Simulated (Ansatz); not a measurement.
# Geometry relaxation, with input and output: W12S25 (part 4 of 4)

The same run, continued: W12S25 (defect cell, 37 atoms in the cell); DFT PBE+D3(BJ), scalar-relativistic, plane waves, PAW, no spin polarisation (Ansatz 0.2.0); cutoff 420 eV, 2×2×2 k-mesh, Gaussian smearing of 0.01 eV. The structure derives from a Materials Project entry. It belongs to a series of runs on one base structure; here: S interstitial, charge +0, atoms relaxed at the host's cell.

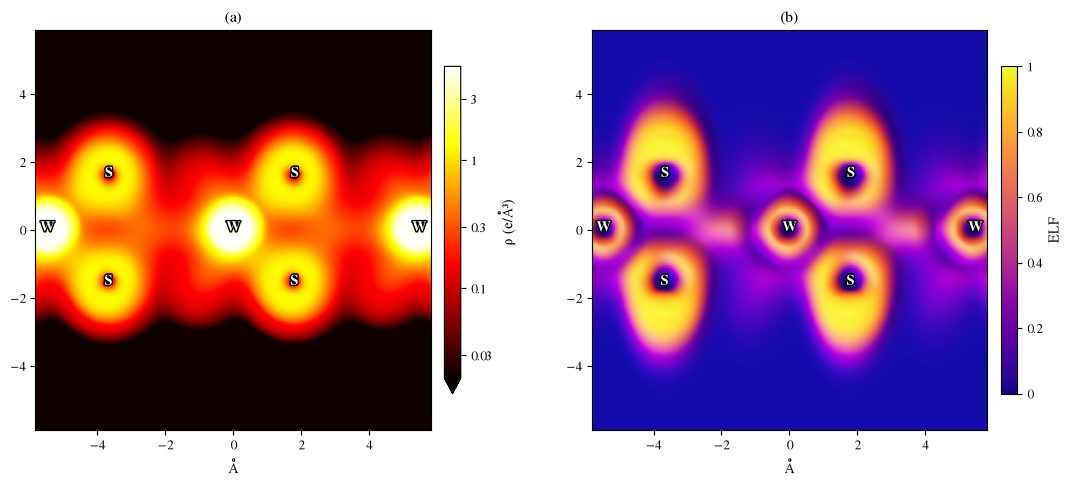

Fig. 1: (a) valence electron density; (b) ELF on the (010) plane of the calculation cell, a cut from vacuum to vacuum. Atoms in the plane: W and S. W–S (2.41 Å): the density is about 0.63 e/Å³ at the midpoint; the ELF is about 0.50 at the midpoint. W–S (2.43 Å): ρ is about 0.61 e/Å³ halfway; the ELF is about 0.50 at the midpoint. The density dies away to nearly zero in the vacuum. The strong features right at W lie inside the PAW spheres (semicore, d or f shells) and say nothing about bonding.

## Summary

```csv
quantity,value
outcome,converged
electrons treated,318
free energy,−147203.5319 eV
Fermi energy,1.596 eV
gap on the k-point mesh,1.24 eV
final volume,1757.55 Å³
largest force (length of the vector) at the end,0.021 eV/Å
wall time,9.4 min (CPU time 37 min)
peak memory,6.9 GiB
```

Warnings of the run: the exchange-correlation potential is rough where the density is thin. Spin–orbit coupling is left out, which matters for W.
